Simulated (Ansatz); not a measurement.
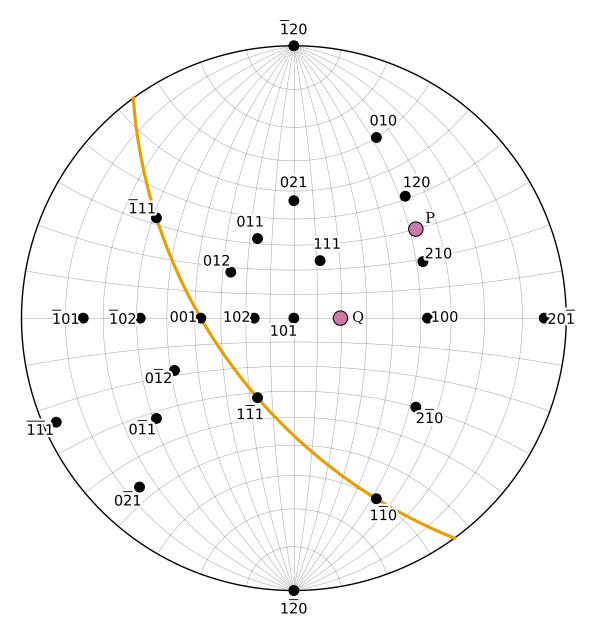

Stereographic projection of plane normals (upper hemisphere) centred on (1 0 1). Crystal: Zn, coordinates from a relaxation with Ansatz 0.2.0, DFT r2SCAN, scalar-relativistic, plane waves, PAW; the starting structure was generated, so it need not be a known form of this composition. Symmetry computed with spglib at a tolerance of 0.002 Å; standard conventional cell.

a = 4.219 Å, b = 4.219 Å, c = 2.825 Å, α = 90.00°, β = 90.00°, γ = 120.00°.

Q: Index the poles marked P, Q.

A: P is (1 1 0), in four indices (1 1 −2 0), 58.0° from the centre; Q is (2 0 1), in four indices (2 0 −2 1), 19.4° from the centre.

Q: Which zone does the coloured great circle trace?

A: The zone [1 1 0]: its poles satisfy h + k = 0.

Q: What is the angle between the normals of (−1 0 2) and (−1 0 1), and what are their d_hkl = 1/|g|?

A: 16.6°; d = 1.318 Å and 2.235 Å.
